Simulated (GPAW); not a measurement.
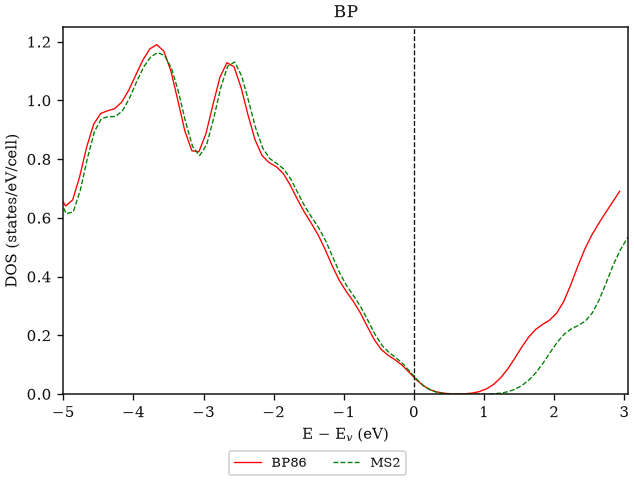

Total densities of states of zincblende BP, space group F-43m (No. 216), 2 atoms in the primitive cell (cubic a = 4.538 Å), by two methods on the same cell. The DOS curves are built from the levels of the k mesh with Gaussians 0.55 eV wide, which also blur the band edges; ripples of that width can come from the mesh. Each is counted from its own valence-band top.

### What changes from one method to the other?

BP86 gives a gap of 1.30 eV and MS2 gives a gap of 1.72 eV.

Settings. BP86: PAW data sets generated in the run's folder for this functional, no spin polarisation, no spin-orbit coupling, 10×10×10 k mesh, 800 eV cutoff, Fermi-Dirac smearing of 0.05 eV (GPAW 26.7.0). MS2: GPAW PAW data sets (gpaw-data 1.2.1), no spin polarisation, no spin-orbit coupling, 10×10×10 k mesh, 800 eV cutoff, Fermi-Dirac smearing of 0.05 eV (GPAW 26.7.0).

Gaps are the smallest over all k points computed. LDA, GGA and most meta-GGA functionals understate gaps. MS2: the PAW data sets were made with another functional.
